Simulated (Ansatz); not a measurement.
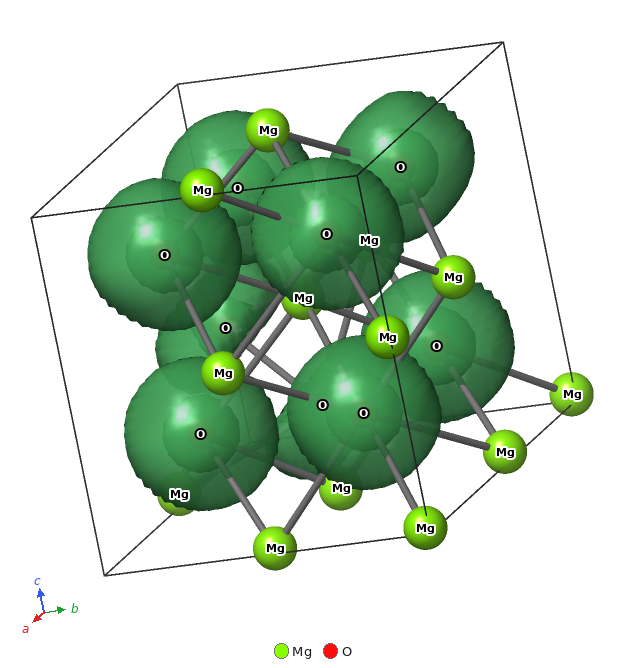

Mg₈O₉ (cell with a defect). Isosurface of the electron localisation function at 0.75 (green), seen slightly off an axis. Only the valence region is drawn (cores and ρ < 0.01 e/Å³ removed). Sticks mark near contacts.

The program warned that a starting moment wasn't kept; spin-polarised, but the moments vanished.

Method: Ansatz 0.2.0, DFT PBE-D3(BJ), scalar-relativistic, plane waves, PAW.

In a PAW calculation such maps are meaningful between the atoms, not at the nuclei.

Input file:

```
accuracy: low
crystal:
  lattice:
    - [0.0, 3.907, 3.907]
    - [3.907, 0.0, 3.907]
    - [3.907, 3.907, 0.0]
  atoms:
    - { symbol: Mg, position: [0.0, 0.0, 0.0] }
    - { symbol: O, position: [0.25, 0.25, 0.25] }
    - { symbol: Mg, position: [0.0, 0.0, 0.5] }
    - { symbol: O, position: [0.25, 0.25, 0.75] }
    - { symbol: Mg, position: [0.0, 0.5, 0.0] }
    - { symbol: O, position: [0.25, 0.75, 0.25] }
    - { symbol: Mg, position: [0.0, 0.5, 0.5] }
    - { symbol: O, position: [0.25, 0.75, 0.75] }
    - { symbol: Mg, position: [0.5, 0.0, 0.0] }
    - { symbol: O, position: [0.75, 0.25, 0.25] }
    - { symbol: Mg, position: [0.5, 0.0, 0.5] }
    - { symbol: O, position: [0.75, 0.25, 0.75] }
    - { symbol: Mg, position: [0.5, 0.5, 0.0] }
    - { symbol: O, position: [0.75, 0.75, 0.25] }
    - { symbol: Mg, position: [0.5, 0.5, 0.5] }
    - { symbol: O, position: [0.75, 0.75, 0.75] }
    - { symbol: O, position: [0.1193892, 0.1237268, 0.6261135], spin: 1.0 }
magnetization:
  spin_polarized: true
basis:
  ecutwfc: 420.0
kpoints:
  mp_grid: { grid: [2, 2, 2] }
hamiltonian:
  xc: pbe
  dispersion: d3bj
scf:
  occupations: { method: fermi_dirac, width: 0.05 }
  lower_state_search: "off"
relax:
  f_tol: 0.08
  max_steps: 25
  adjacent_minimum: "off"
output:
  write_density: true
  write_potential: true
  elf: true
  volumetric_format: npy
```

Launched as:

```sh
ansatz run input.yaml --threads 1 --pin off --max-ram 3072MiB --backend cpu --events-out ev --progress --plain --runs-dir out
```

The fields are those of the relaxed geometry.

**Identify the bonds, lone pairs and shells in this picture.**

At this value the surface marks out nine regions wrapped around O (the valence shell of each), counted in one cell of 17 atoms. Regions shared between cells count once. Along the contacts the grid gives the following. O–O (1.35 Å): the ELF peaks at about 0.70 between the atoms. Mg–O (1.72 Å): the ELF peaks at about 0.90 in the valence shell of O, 0.6 Å from its nucleus, and is about 0.40 at the midpoint: an ionic contact with no shared pair.

**Does the calculation make it a metal, or give it a gap?**

It is gapped, with a Kohn–Sham gap of 5.8 eV on the k-point mesh (the band edges may lie off the mesh, which would make the gap smaller).
